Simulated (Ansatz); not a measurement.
## Geometry relaxation, with input and output: W15S28 (charge +1) (part 2 of 5)

Continued. System: W15S28 (defect cell, 43 atoms in the cell, total charge +1). Method: DFT PBE+D3(BJ), scalar-relativistic, plane waves, PAW, spin-polarised (Ansatz 0.2.0); cutoff 420 eV, 2×2×2 k-mesh, Gaussian smearing of 0.01 eV, collinear spins. The structure derives from a Materials Project entry. It belongs to a series of runs on one base structure; here: W interstitial, charge +1, atoms relaxed at the host's cell.

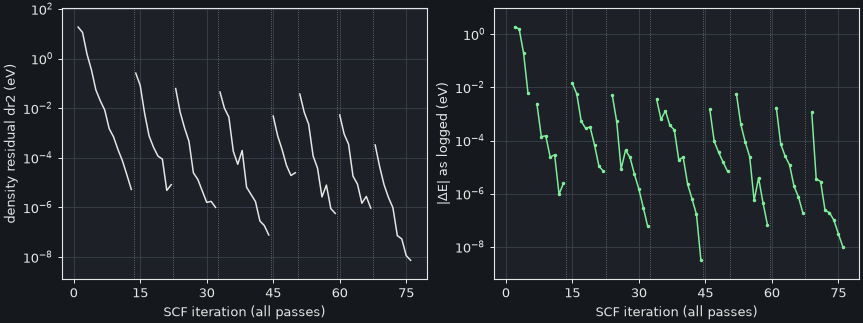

Figure 1. Convergence of the self-consistent field: density residual dr2 and size of the energy change against the SCF iteration. The dotted lines part the SCF passes of the relaxation: geometry steps, rejected trials and re-solves on a re-selected basis. The 8 passes take 6 to 13 iterations each, 76 in all.

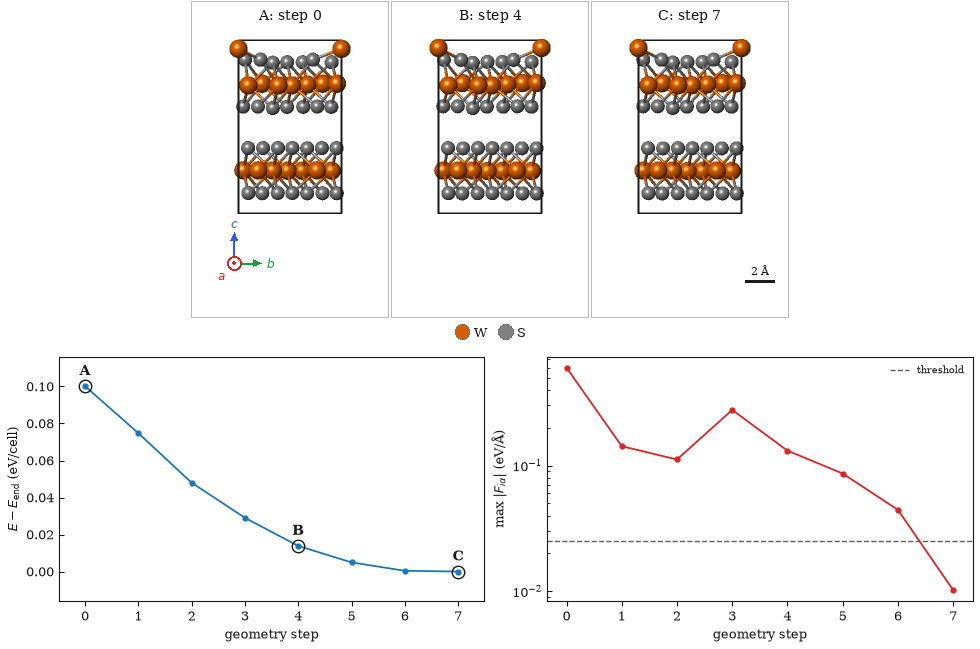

Figure 2. Frames of the relaxation (ball-and-stick view of the cell of the calculation, along the a axis) above the curves, on which the letters mark them (the first geometry is step 0 here and step 1 in the log).

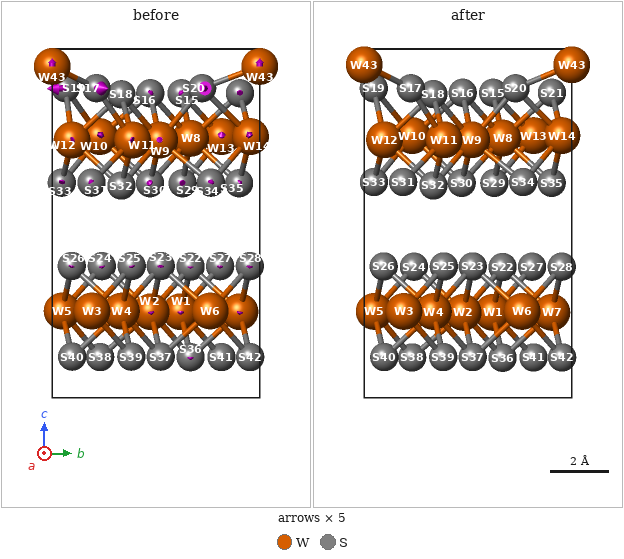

Figure 3. Before (left) and after (right) the relaxation, at one scale (ball-and-stick view of the cell of the calculation, along the a axis). The pink arrows give the displacements, magnified 5 times. The energy falls by 0.100 eV per cell of the calculation in 7 geometry steps. The largest force component goes from 0.6 to 0.01 eV/Å. The largest moves, 0.13 Å, are those of S17, S19 and S20. Largest moves by element: S 0.13 Å, W 0.06 Å. The cell doesn't change. Among the contacts that change: W10–S17 2.626 → 2.509 Å, W10–S19 2.529 → 2.599 Å, S38–W43 2.685 → 2.633 Å, W10–S33 2.393 → 2.411 Å. Among the angles that change: S17–W11–S32 135.3° → 139.1°, S17–W14–S34 144.6° → 141.1°, S17–W11–S29 138.4° → 134.9°. (Atoms are counted from 1 in the order of the input.)

```
SCF converged after 9 iterations
Magnetization: 0.2500 μB (188.6250 up, 188.3750 down)
Absolute magnetization: 0.2725 μB (∫|ρ↑−ρ↓|, with the PAW one-centre terms)
Spin contamination: 0.0011 ħ² per cell (⟨S²⟩ above its minimum at these occupations)
Per-site moments (μB) at R_I (Å): [(0.001720509776412138, 0.989772064591633), (0.001720509776412129, 0.989772064591633), (0.0003633764071490192, 0.9913774040258413), (0.0004391538826460222, 0.9931079820443766), (0.00036337640714907726, 0.9913774040258418), (0.0003633764071489653, 0.9913774040258415), (0.0017205097764119597, 0.9897720645916327), (0.003755141467826434, 0.9926595078827815), (0.010421203041393946, 0.9838305898958305), (0.009665609067332919, 0.9837170612611457), (0.010421203041393937, 0.9838305898958307), (0.010421203041393903, 0.9838305898958302), (0.00966560906733284, 0.9837170612611459), (0.00966560906733285, 0.9837170612611448), (0.001440796805531203, 0.9837170612611459), (0.0014407968055312112, 0.9837170612611457), (0.005144103014384401, 0.9276749272009059), (0.003352888621664464, 0.9881434609908019), (0.005144103014384504, 0.9276749272009059), (0.005144103014384328, 0.9276749272009057), (0.0014407968055312143, 0.9837170612611448), (-3.935748400141676e-6, 0.9926883298959903), (0.00021551092836841112, 0.9920454968625013), (0.00039290734218177316, 0.9913774040258413), (0.00021551092836839814, 0.9920454968625003), (0.0002155109283684938, 0.9920454968625009), (0.00039290734218177327, 0.9913774040258418), (0.0003929073421817942, 0.9913774040258415), (0.0017261538893564336, 0.9838305898958307), (0.0017261538893563785, 0.9838305898958305), (0.00016183807133268802, 0.9889320432230542), (-0.0004258292928319624, 0.9878926287227939), (0.0001618380713327219, 0.9889320432230546), (0.00016183807133267922, 0.9889320432230547), (0.0017261538893563705, 0.9838305898958302), (0.001133685518761455, 0.9931418751675568), (0.0014464455718345914, 0.989772064591633), (0.001744305694369455, 0.993011029313482), (0.001446445571834513, 0.989772064591633), (0.0014464455718346328, 0.9897720645916327), (0.0017443056943694348, 0.9930110293134822), (0.0017443056943695755, 0.9930110293134818), (0.047610183145932725, 0.9276749272009057)]
Free energy (F): -181089.494475 eV
Harris-Foulkes:  -181089.494475 eV  (|F-HF|=6.23e-9)
Internal energy: -181089.493511 eV  (E = F + TS)
E sigma→0 (E₀):  -181089.493993 eV
Entropy (-TS):   -0.000965 eV (-0.022 meV/atom)
Fermi energy:    13.156575 eV
--- Per-component energies (eV) ---
  E_band       = -2519.052617
  E_kinetic    = 9787.655589
  E_local      = -23837.920068  (includes V_loc(G=0)·N_el)
  E_nonlocal   = 805.142414
  E_hartree    = 9395.708121
  E_xc         = -6734.627597
  E_vxc        = -6047.166143  (∫ρ·V_xc dr)
  E_paw        = -145247.566768  (= ΣΔE_a)
  E_vpaw       = -2018.179580  (= ΣTr[D̂ρ^β])
  E_aug_tail   = -0.000908  (compensation charges beyond the density's cutoff)
  E_ewald      = -25238.498346
  E_disp       = -19.385948  (pairwise vdW)
  E_smearing   = -0.000965  (= −TS)
  E_closure    = -0.000000  (closes the sum)
  E_deformation_potential = 18.804172  (in the stress; not in F)
  Σ components = -181089.494475   (vs F -181089.494475, Δ=0.00e0)
--- Forces (eV/Å), atoms counted from 1 ---
  atom   1  W      0.00155652    -0.00175308    -0.00120704
  atom   2  W     -0.00229647    -0.00047145    -0.00120704
  atom   3  W     -0.00145661     0.00190387    -0.00329872
  atom   4  W      0.00000000     0.00000000     0.00070998
  atom   5  W     -0.00092050    -0.00221339    -0.00329872
  atom   6  W      0.00237710     0.00030952    -0.00329872
  atom   7  W      0.00073995     0.00222453    -0.00120704
  atom   8  W     -0.00000000    -0.00000000    -0.00259477
  atom   9  W      0.00130873    -0.00456996    -0.00544501
  atom  10  W      0.00902345    -0.00481004     0.00569910
  atom  11  W      0.00330334     0.00341837    -0.00544501
  atom  12  W     -0.00461207     0.00115159    -0.00544501
  atom  13  W     -0.00034611     0.01021956     0.00569910
  atom  14  W     -0.00867734    -0.00540952     0.00569910
  atom  15  S     -0.00153895    -0.00408900     0.00021368
  atom  16  S     -0.00277170     0.00337727     0.00021368
  atom  17  S     -0.00392773    -0.00063238     0.00439375
  atom  18  S     -0.00000000    -0.00000000    -0.00342238
  atom  19  S      0.00251152    -0.00308533     0.00439375
  atom  20  S      0.00141621     0.00371770     0.00439375
  atom  21  S      0.00431065     0.00071173     0.00021368
  atom  22  S      0.00000000    -0.00000000    -0.00008803
  atom  23  S      0.00052777     0.00042709    -0.00080668
  atom  24  S      0.00084819    -0.00134919     0.00213167
  atom  25  S     -0.00063376     0.00024352    -0.00080668
  atom  26  S      0.00010599    -0.00067061    -0.00080668
  atom  27  S      0.00074434     0.00140915     0.00213167
  atom  28  S     -0.00159253    -0.00005996     0.00213167
  atom  29  S     -0.00041709     0.00151317    -0.00139202
  atom  30  S      0.00151898    -0.00039537    -0.00139202
  atom  31  S     -0.00044009     0.00178511    -0.00256219
  atom  32  S     -0.00000000    -0.00000000     0.00322588
  atom  33  S     -0.00132590    -0.00127368    -0.00256219
  atom  34  S      0.00176599    -0.00051142    -0.00256219
  atom  35  S     -0.00110189    -0.00111779    -0.00139202
  atom  36  S      0.00000000     0.00000000    -0.00098061
  atom  37  S     -0.00029575    -0.00002572    -0.00124845
  atom  38  S     -0.00020724    -0.00079051     0.00155903
  atom  39  S      0.00017015    -0.00024326    -0.00124845
  atom  40  S      0.00012560     0.00026899    -0.00124845
  atom  41  S      0.00078822     0.00021578     0.00155903
  atom  42  S     -0.00058098     0.00057473     0.00155903
  atom  43  W     -0.00000000    -0.00000000     0.00904823
  max |Σ_I F_I| component: 9.67e-6 eV/Å
--- Charged-cell corrections in eV (Makov–Payne, q = +1.000 e, ε = [14.170, 14.170, 6.653]) ---
  F (periodic)     = -181089.494475  (uncorrected; the corrections below are reported, never added to it)
  E_corr1          = +0.146189  (monopole, q²α_M/2ε̄L, of the cell on which ε is isotropic)
  F Makov-Payne    = -181089.348286  (F + E_corr1; no measured alignment; for a localised charge, not one spread in a band: unchecked)
  no potential alignment in this run, which stands beside a crystal: run the host's input off ansatz write-host-input, and read the two finished runs by ansatz place-levels (neither reads a slab, a wire or a sheet, whose cell leaves a vacuum)
--- Band table (eV; the first three rows and the last of 8) ---
  k-point 0 ↑: bands = ["-61.9869", "-61.9776", "-61.9776", "-61.9511", "-61.9456", "-61.9456", "-61.9103", "-61.8823", "-61.8115", "-61.8001", "-61.8001", "-61.7603", "-61.7521", "-61.7521", "-61.3786", "-26.3963", "-26.3880", "-26.3880", "-26.3797", "-26.3638", "-26.3638", "-26.2771", "-26.2435", "-26.2435", "-26.2374", "-26.2374", "-26.2266", "-26.2244", "-26.2112", "-26.2112", "-26.2064", "-26.1966", "-26.1966", "-26.1945", "-26.1921", "-26.1921", "-26.1895", "-26.1733", "-26.1733", "-26.1660",
      "-26.1599", "-26.1204", "-26.1061", "-26.1061", "-26.0818", "-26.0818", "-26.0646", "-26.0646", "-26.0500", "-26.0227", "-26.0227", "-26.0110", "-26.0067", "-25.9923", "-25.9923", "-25.9121", "-25.9121", "-25.7939", "-25.7939", "-25.6910", "-3.2008", "-2.8016", "-1.8370", "-1.6137", "-1.6137", "-1.3713", "-1.3713", "-1.3653", "-1.1336", "-1.1022", "-1.0614", "-1.0614", "-0.9410", "-0.9147", "-0.9147", "-0.8817", "-0.7634", "-0.7564", "-0.7564", "-0.6719",
      "-0.6719", "-0.6712", "-0.5248", "-0.5248", "-0.4757", "-0.3931", "-0.3766", "-0.3766", "4.6875", "5.3938", "5.7221", "5.7221", "5.8404", "5.8404", "5.9372", "5.9887", "6.0040", "6.0040", "6.0825", "6.2258", "6.2258", "6.2876", "6.6342", "6.6342", "6.7361", "6.7361", "6.7383", "6.8395", "6.9457", "6.9457", "7.0194", "7.0448", "7.0748", "7.0748", "7.1570", "7.1570", "7.1774", "7.2282", "7.2282", "7.2694",
      "7.5730", "7.5730", "7.7841", "7.8691", "7.8691", "7.9449", "7.9858", "8.0121", "8.0121", "8.0605", "8.0605", "8.1336", "8.4695", "8.4711", "8.4711", "8.5336", "8.5336", "8.5524", "8.7497", "8.9411", "8.9411", "9.1312", "9.1312", "9.1997", "9.2178", "9.2178", "9.3177", "9.3177", "9.3234", "9.4090", "9.4090", "9.4438", "9.4830", "9.4830", "9.5794", "9.7445", "9.7445", "9.8387", "9.8640", "9.8640",
      "10.0313", "10.1407", "10.1407", "10.2053", "10.2728", "10.2728", "10.2924", "10.3608", "10.3608", "10.5079", "10.5079", "10.6897", "10.9568", "11.0610", "11.0610", "11.0881", "11.0881", "11.1089", "11.1332", "11.1939", "11.1939", "11.2591", "11.2591", "11.3170", "11.4195", "12.4384", "12.9488", "12.9488", "13.0088", "13.3150", "13.3150", "13.6388", "13.8620", "13.8620", "13.8987", "14.2260", "14.2260", "14.5833", "14.5833", "14.7549",
      "14.7549", "14.7893", "14.7916", "14.7916", "14.8753", "14.9290", "14.9705", "14.9705", "14.9993", "15.0168", "15.0168", "15.0801", "15.0801", "15.1281", "15.1302", "15.1302", "15.1788", "15.1788", "15.1819", "15.2257", "15.2257", "15.2567", "15.2873", "15.2873", "15.3813", "15.4712", "15.4712", "15.7419", "15.7419", "15.8028", "15.8894", "15.9522", "15.9522"]
  k-point 1 ↑: bands = ["-61.9869", "-61.9776", "-61.9776", "-61.9511", "-61.9456", "-61.9456", "-61.9103", "-61.8823", "-61.8115", "-61.8001", "-61.8001", "-61.7603", "-61.7521", "-61.7521", "-61.3786", "-26.3963", "-26.3880", "-26.3880", "-26.3797", "-26.3638", "-26.3638", "-26.2771", "-26.2435", "-26.2435", "-26.2374", "-26.2374", "-26.2266", "-26.2244", "-26.2111", "-26.2111", "-26.2064", "-26.1966", "-26.1966", "-26.1945", "-26.1921", "-26.1921", "-26.1895", "-26.1733", "-26.1733", "-26.1660",
      "-26.1599", "-26.1203", "-26.1061", "-26.1061", "-26.0818", "-26.0818", "-26.0646", "-26.0646", "-26.0500", "-26.0226", "-26.0226", "-26.0110", "-26.0067", "-25.9923", "-25.9923", "-25.9121", "-25.9121", "-25.7939", "-25.7939", "-25.6910", "-3.1337", "-2.9259", "-1.6229", "-1.6105", "-1.6105", "-1.4568", "-1.3681", "-1.3681", "-1.1638", "-1.0690", "-1.0600", "-1.0600", "-1.0226", "-0.9859", "-0.9756", "-0.9756", "-0.7182", "-0.7182", "-0.6611", "-0.6134",
      "-0.6134", "-0.5682", "-0.5333", "-0.5333", "-0.5216", "-0.4468", "-0.4122", "-0.4122", "5.0139", "5.3104", "5.6462", "5.7865", "5.7865", "5.8778", "5.8778", "5.9515", "6.0252", "6.0252", "6.1062", "6.1150", "6.1150", "6.1391", "6.5561", "6.5561", "6.6453", "6.6453", "6.6927", "6.8259", "6.9308", "6.9666", "6.9666", "7.0221", "7.0480", "7.0480", "7.2281", "7.2281", "7.3449", "7.3449", "7.3543", "7.4946",
      "7.5727", "7.5727", "7.5732", "7.6347", "7.6528", "7.6528", "8.0297", "8.0297", "8.1926", "8.3681", "8.3681", "8.4745", "8.5046", "8.5046", "8.5224", "8.5675", "8.5675", "8.6530", "8.8511", "8.8511", "9.1200", "9.1246", "9.1246", "9.2253", "9.2253", "9.3057", "9.3482", "9.3482", "9.3491", "9.3894", "9.3894", "9.4508", "9.4779", "9.4779", "9.5352", "9.6811", "9.7108", "9.7108", "9.8001", "9.8001",
      "10.0239", "10.0822", "10.1000", "10.1000", "10.1151", "10.1903", "10.1903", "10.2033", "10.3722", "10.3722", "10.5072", "10.5072", "10.7632", "11.0133", "11.0873", "11.0873", "11.1082", "11.1082", "11.1141", "11.1919", "11.1919", "11.2598", "11.2598", "11.4015", "11.9514", "12.3751", "12.9815", "12.9815", "12.9861", "13.3813", "13.3813", "13.8137", "14.0801", "14.0801", "14.1844", "14.1958", "14.1958", "14.3064", "14.3241", "14.3241",
      "14.4682", "14.4682", "14.5493", "14.7999", "14.7999", "14.9505", "14.9505", "15.0348", "15.0348", "15.0733", "15.1124", "15.1124", "15.1279", "15.1388", "15.1730", "15.1730", "15.1988", "15.2217", "15.2217", "15.3170", "15.3170", "15.3668", "15.4993", "15.4993", "15.5839", "15.5839", "15.5920", "15.6486", "15.6748", "15.6748", "15.8346", "15.8346", "15.9272"]
```
